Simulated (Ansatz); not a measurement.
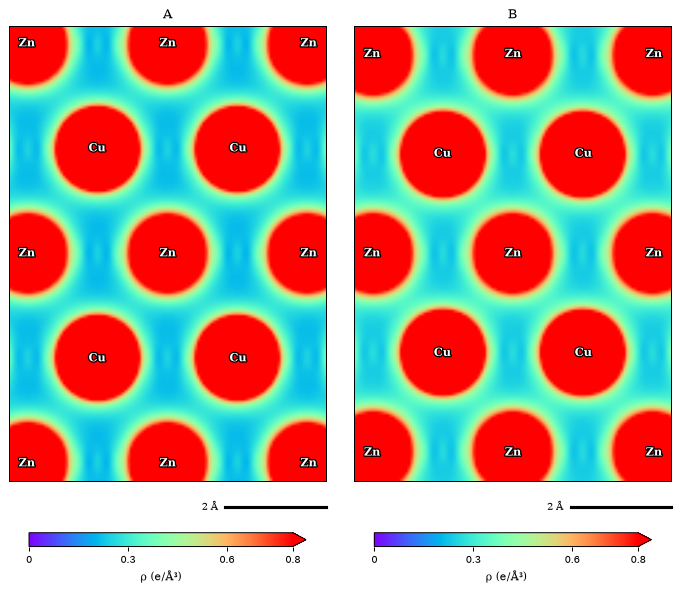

ZnCu. The valence pseudo-density of two cells that differ in size and shape, on the (011) plane of each (indices in the axes of the calculation cell), at one length scale and on one colour scale; one has 10.9 and the other 12.1 Å³ an atom.

Computed without spin polarisation.

All numbers below come from Ansatz, DFT PBEsol, scalar-relativistic, plane waves, PAW.

In a PAW calculation such maps are meaningful between the atoms, not at the nuclei.

The larger cell:

```
CELL_PARAMETERS angstrom
2.79775 0.00000 0.00000
0.00000 2.79775 0.00000
0.00000 0.00000 3.09225
ATOMIC_POSITIONS crystal
Zn 0.50000 0.50000 0.50000
Cu 0.00000 0.00000 0.00000
```

The smaller cell: a = 2.798 Å, b = 2.798 Å, c = 2.798 Å, α = 90.00°, β = 90.00°, γ = 90.00°.

### Which panel shows the smaller cell, and what does the compression change?

Panel B is the smaller cell, by 10 % in volume. From the larger cell to the smaller, Zn–Cu goes from 2.51 to 2.42 Å, and the density at its midpoint from 0.29 to 0.34 e/Å³; the pressure goes from 2.4 to 21 GPa.
